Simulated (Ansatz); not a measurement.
Input

```
crystal:
  lattice:
    - [4.15990539, 0.0, 0.0]
    - [0.0, 0.0, -4.27932094]
    - [-2.079952695, 5.991296865, 0.0]
  atoms:
    - { symbol: Pb, position: [0.13056335, 0.25, 0.2611267] }
    - { symbol: Pb, position: [0.86943665, 0.75, 0.7388733] }
    - { symbol: S, position: [0.35479709, 0.25, 0.70959418] }
    - { symbol: S, position: [0.64520291, 0.75, 0.29040582] }
basis:
  ecutwfc: 500
  fft_grid_basis: typed
kpoints:
  mp_grid: { grid: [8, 8, 8] }
hamiltonian:
  xc: r2scan
  pseudopotentials: { kind: paw }
scf:
  occupations: { method: gaussian, width: 0.05 }
  n_extra_bands: 6
output:
  forces: true
  stress: false
  eigenvalues: true
  bader: false
  write_density: false
  volumetric_format: npy
  band_densities:
    - { e_range: [-1.29, -0.68] }
    - { e_range: [0.68, 1.29] }
    - { e_range: [-5.24, -3.71] }
    - { e_range: [-3.71, -2.2] }
    - { e_range: [-5.25, -0.66] }
    - { e_range: [-9.32, -6.36] }
    - { e_range: [-14.3, -12.41] }
  dos:
    e_range: [-30, 8]
    de: 0.02
    method: { smearing: { sigma: 0.03, scheme: gaussian } }
    projected: { site_lists: { Pb: [Pb], S: [S] } }
checkpoint:
  read: start.run
  write: ck
  compress: false
  write_wavefunctions: false
  write_every: 100000
```

Run with:

```sh
ansatz run input.yaml --threads 1 --pin off --max-ram 2560MiB --backend cpu --events-out ev --progress --plain --runs-dir out
```

The picture shows the conventional cell (a = 4.16 Å, b = 11.98 Å, c = 4.28 Å, α = 90.00°, β = 90.00°, γ = 90.00°).

Space group Cmcm. Spin-orbit coupling, left out here, splits and shifts the levels of such heavy elements, by tenths of an eV up to several eV. The cell comes from a database of computed structures, not from a measurement.

Computed with DFT r2SCAN, scalar-relativistic, plane waves, PAW (Ansatz).

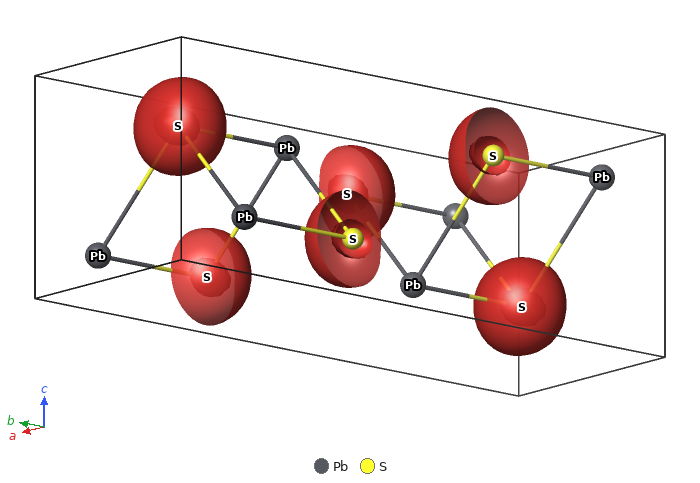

PbS. Density of the Kohn–Sham states from −4.6 to −3.0 eV about the valence-band maximum (the lower third of the upper valence band), scaled to one electron a cell: red surface at 0.03 1/Å³, in the conventional cell seen at an oblique angle.

Core electrons are frozen (PAW), so the fields are smoothed inside the atomic spheres.

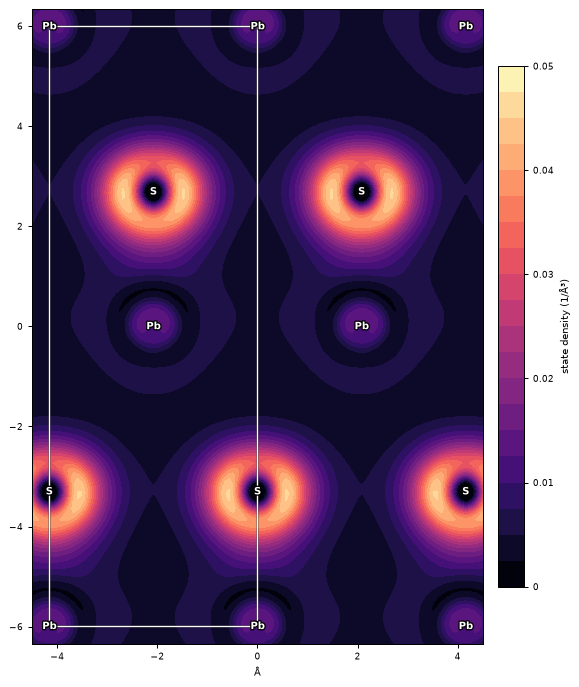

The same field as a map on the (001) plane of the conventional cell.

Question: What is the character of these states?

Answer: Löwdin projections on the PAW files' atomic orbitals give S 3p (60 %) and Pb 6p (35 %). In space (atomic cells sized by Bader volumes) the density divides as S about 70 % and Pb about 30 %.

Run time: 65 s on 1 thread of Arm Neoverse N1 (shared host), peak memory 0.7 GiB.
